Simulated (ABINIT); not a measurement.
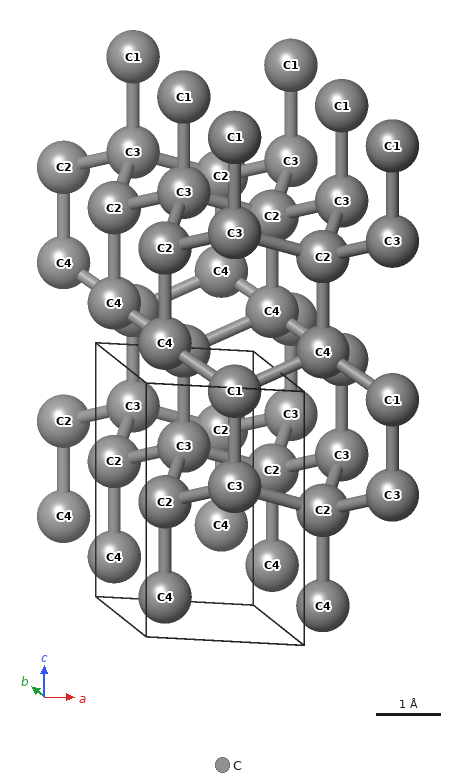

**Figure 1.** The starting structure (ball-and-stick view of the cell of the calculation, repeated 2 × 3 × 2, seen slightly off an axis; atoms are numbered from 1 in the order of the input). An atom can appear more than once, as a periodic image. Near neighbours in the periodic cell (some may lie outside the picture): C has 4 C at 1.54 Å.

# Geometry relaxation, with input and output: C

System: C (P6₃/mmc, 4 atoms in the cell).
Method: Kohn-Sham DFT of a periodic cell, PBE with D3, JTH PAW PBE v2.0, no spin polarisation (ABINIT 10.8.3).

The structure derives from an entry of the Crystallography Open Database. The input holds or restrains some coordinates.

Input file
```python
import json, os
import numpy as np
from ase.constraints import FixSymmetry
from ase.optimize import BFGS
from ase.filters import FrechetCellFilter
from ase.units import GPa
from ase.calculators.mixing import SumCalculator
from dftd3.ase import DFTD3
from ase.calculators.abinit import Abinit, AbinitProfile
from ase import Atoms

atoms = Atoms(['C', 'C', 'C', 'C'],
              cell=[[2.5221, 0.0, 0.0], [-1.26105, 2.1842026709, 0.0], [0.0, 0.0, 4.1186]],
              scaled_positions=[[0.6666666667, 0.3333333333, 0.9375], [0.3333333333, 0.6666666667, 0.4375], [0.6666666667, 0.3333333333, 0.5625], [0.3333333333, 0.6666666667, 0.0625]],
              pbc=True)

profile = AbinitProfile(command='abinit', pp_paths=[os.path.abspath('pseudos')])
params = dict(
    pps='pawxml', xc='PBE',
    chksymtnons=0,
    tolsym=1e-05,
    ecut=517.0163,
    pawecutdg=1034.0327,
    pawxcdev=0,
    pawovlp=-1,
    kptopt=1,
    ngkpt=[12, 12, 7],
    nshiftk=1,
    shiftk=[0.0, 0.0, 0.0],
    ixc=11,
    nband=12,
    occopt=3,
    tsmear=0.05,
    nstep=100,
    tolvrs=1e-09,
    prtwf=0,
    prtden=0,
    ecutsm=0.5,
)

atoms.calc = SumCalculator([Abinit(profile=profile, directory='run', **params), DFTD3(method='pbe', damping='d3zero')])
atoms.set_constraint(FixSymmetry(atoms, symprec=1e-4))
opt = BFGS(FrechetCellFilter(atoms), trajectory='opt.traj')
converged = opt.run(fmax=0.05, steps=30)
print('converged', converged)
print('cell (A)', np.round(atoms.cell[:], 5).tolist())
energy = atoms.get_potential_energy()
forces = atoms.get_forces()
stress = atoms.get_stress()
print(f'energy {energy:.6f} eV')
print('forces (eV/A)')
print(np.round(forces, 5))
print('stress (GPa, Voigt, tension positive)', np.round(stress / GPa, 4))
json.dump(dict(energy=energy, forces=forces.tolist(), stress=stress.tolist(), cell=atoms.cell.tolist(), frac=atoms.get_scaled_positions(wrap=False).tolist()), open('results.json', 'w'))
```

File abinit.in
```
chksymtnons 0
ecut 517.0163 eV
ecutsm 0.5
ixc 11
kptopt 1
natom 4
nband 12
ngkpt
12 12 7
nshiftk 1
nsppol 1
nstep 100
occopt 3
pawecutdg 1034.0327 eV
pawovlp -1
pawxcdev 0
prtden 0
prtwf 0
shiftk
0.0 0.0 0.0
tolsym 1e-05
tolvrs 1e-09
tsmear 0.05 eV
#Definition of the unit cell
acell
1.00000000000000 1.00000000000000 1.00000000000000 Angstrom
rprim
2.50519810521615 0.00000000000000 -0.00000000000000
-1.25259905260808 2.16956520062983 0.00000000000000
-0.00000000000000 -0.00000000000000 4.16844435042436
chkprim 0 # Allow non-primitive cells
#Definition of the atom types
ntypat 1
znucl 6
#Enumerate different atomic species
typat
 1 1 1 1
pseudos "./pseudos/C.GGA_PBE-JTH.xml"
#Definition of the atoms
xcart
2.36706915514877 1.36662801364228 7.38256831978530
0.00000000023671 2.73325602742122 3.44395922323816
2.36706915514877 1.36662801364228 4.43325896985611
0.00000000023671 2.73325602742122 0.49464987330897
chkexit 1 # abinit.exit file in the running directory terminates after the current SCF
```

Hardware: 1 thread of Arm Neoverse V1, 24 GiB of memory available, shared host.

Command:
```bash
python run.py
```

Output
```
Step          Energy          fmax
BFGS:    0     -625.347646        0.558380
BFGS:    1     -625.353603        0.463221
BFGS:    2     -625.367127        0.025632
converged True
cell (A) [[2.5052, 0.0, -0.0], [-1.2526, 2.16957, 0.0], [-0.0, -0.0, 4.16844]]
energy -625.367127 eV
forces (eV/A)
[[ 0.      -0.       0.02533]
 [-0.       0.       0.02533]
 [ 0.      -0.      -0.02533]
 [-0.       0.      -0.02533]]
stress (GPa, Voigt, tension positive) [0.3053 0.3053 0.1863 0.     0.     0.    ]
```

Trajectory as extended XYZ (Å, eV, eV/Å), 3 frames, from step=0 to step=2
```
4
Lattice="2.5221 0.0000 0.0000 -1.2611 2.1842 0.0000 0.0000 0.0000 4.1186" Properties=species:S:1:pos:R:3:forces:R:3 step=0 energy=-625.34765
C     1.2611    0.7281    3.8612    0.0000   0.0000  -0.0273
C     0.0000    1.4561    1.8019    0.0000   0.0000  -0.0273
C     1.2611    0.7281    2.3167    0.0000   0.0000   0.0273
C     0.0000    1.4561    0.2574    0.0000   0.0000   0.0273
4
Lattice="2.5193 0.0000 0.0000 -1.2597 2.1818 0.0000 0.0000 0.0000 4.1268" Properties=species:S:1:pos:R:3:forces:R:3 step=1 energy=-625.35360
C     1.2597    0.7273    3.8685    0.0000   0.0000  -0.0094
C     0.0000    1.4545    1.8051    0.0000   0.0000  -0.0094
C     1.2597    0.7273    2.3217    0.0000   0.0000   0.0094
C     0.0000    1.4545    0.2583    0.0000   0.0000   0.0094
4
Lattice="2.5052 0.0000 0.0000 -1.2526 2.1696 0.0000 0.0000 0.0000 4.1684" Properties=species:S:1:pos:R:3:forces:R:3 step=2 energy=-625.36713
C     1.2526    0.7232    3.9067    0.0000   0.0000   0.0253
C     0.0000    1.4464    1.8225    0.0000   0.0000   0.0253
C     1.2526    0.7232    2.3460    0.0000   0.0000  -0.0253
C     0.0000    1.4464    0.2618    0.0000   0.0000  -0.0253
```

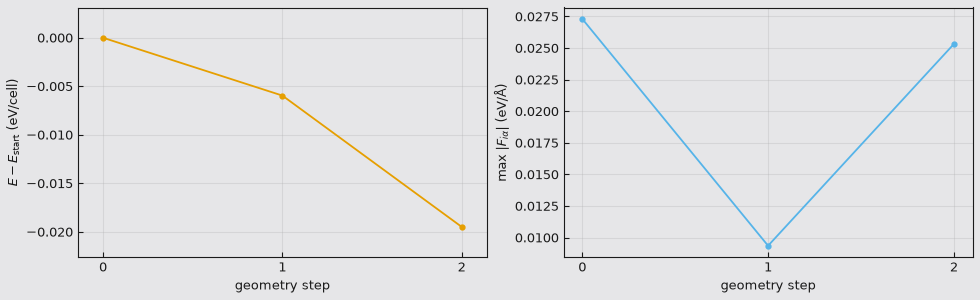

**Figure 2.** Progress of the restrained relaxation, step by step (steps are counted from 0).

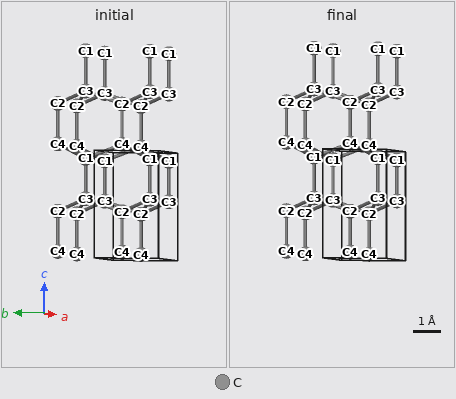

**Figure 3.** Before (left) and after (right) the restrained relaxation, at one scale (ball-and-stick view of the cell of the calculation, repeated 2 × 2 × 2, seen at an oblique angle). Over 2 geometry steps the energy falls by 19.5 meV per cell of the calculation. Largest force component: 0.027 eV/Å at the start, 0.025 eV/Å at the end. The atoms keep their places relative to the cell (all moves are under 0.005 Å). The drawn cell changes as follows: a = b 2.522 → 2.505 Å (−0.7 %), c 4.119 → 4.168 Å (+1.2 %); the volume changes by −0.1 %. Among the contacts that change: C1–C3 1.544 → 1.561 Å, C1–C4 1.544 → 1.538 Å. The space group stays P6_3/mmc (No. 194). (Atoms are counted from 1 in the order of the input.)

Results in brief

```tsv
quantity	value
outcome	converged under the restraints of the input
space group (tolerance 0.01 Å)	P6₃/mmc (194)
electrons treated	16
free energy	−625.3669 eV
dispersion energy	−0.4343 eV
gap on the k-point mesh	3.31 eV
pressure	−0.27 GPa
final volume	22.66 Å³
largest force (length of the vector) at the end, held atoms and coordinates included	0.025 eV/Å
final cell	a = 2.505 Å, b = 2.505 Å, c = 4.168 Å, α = 90.00°, β = 90.00°, γ = 120.00°
wall time	42 s
peak memory	0.1 GiB
```
